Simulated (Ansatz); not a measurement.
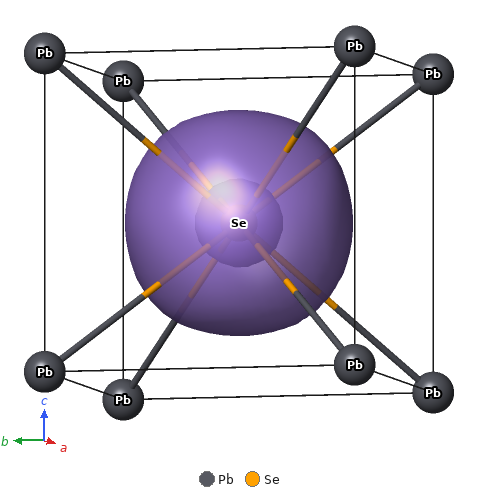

*PbSe. Isosurface of the electron localisation function at 0.6 (purple), seen at an oblique angle. Core shells and regions of very low density are left out. Sticks mark near contacts.*

Space group Pm-3m; a structure from a database of computed crystals, not necessarily the ambient phase.

All numbers below come from Kohn-Sham DFT of a periodic cell, r2SCAN, Ansatz PAW in Ansatz 0.2.0.

Core electrons are frozen (PAW), and the valence fields are smoothed inside the atomic spheres.

```
CELL_PARAMETERS angstrom
3.73318 0.00000 0.00000
0.00000 3.73318 0.00000
0.00000 0.00000 3.73318
ATOMIC_POSITIONS crystal
Pb 0.00000 0.00000 0.00000
Se 0.50000 0.50000 0.50000
```

Where are the electrons localised?

At this value the surface marks out one region wrapped around Se (its valence shell), counted in one cell of 2 atoms. Any copies at cell faces, edges or corners count once. Along the contacts the grid gives the following. Pb–Se (3.23 Å): the ELF is about 0.25 at the midpoint.
